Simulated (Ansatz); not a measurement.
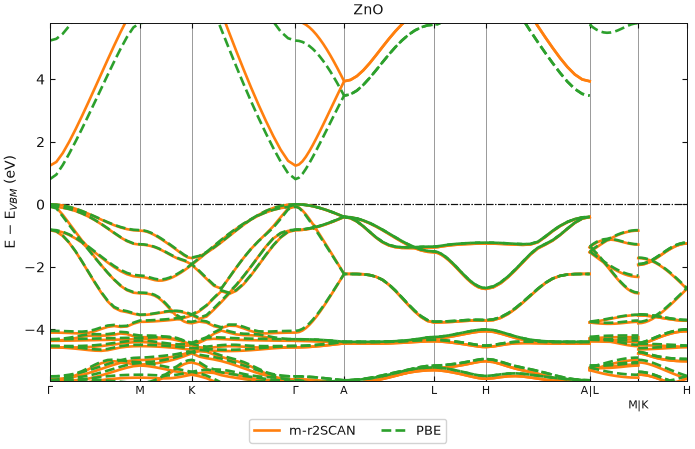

Band structures of wurtzite ZnO, space group P6_3mc (No. 186), 4 atoms in the cell (a = 3.249 Å, c = 5.206 Å (hexagonal axes)), by two methods on the same cell. Each is counted from its own valence-band top.

Q: What changes from one method to the other?

A: m-r2SCAN gives a gap of 1.23 eV along the path and PBE gives a gap of 0.80 eV along the path. Over the top 3 filled bands the two differ by 0.02 eV on average.

Settings. m-r2SCAN: Ansatz PAW, no spin polarisation, no spin-orbit coupling, 9×9×5 k mesh, 500 eV cutoff, Fermi-Dirac smearing of 0.05 eV (Ansatz). PBE: Ansatz PAW, no spin polarisation, no spin-orbit coupling, 9×9×5 k mesh, 420 eV cutoff, Fermi-Dirac smearing of 0.05 eV (Ansatz 0.2.0).

The cell is at −1 GPa in m-r2SCAN and 5 GPa in PBE. m-r2SCAN: the PAW data sets were made with another functional. LDA, GGA and most meta-GGA functionals understate gaps.
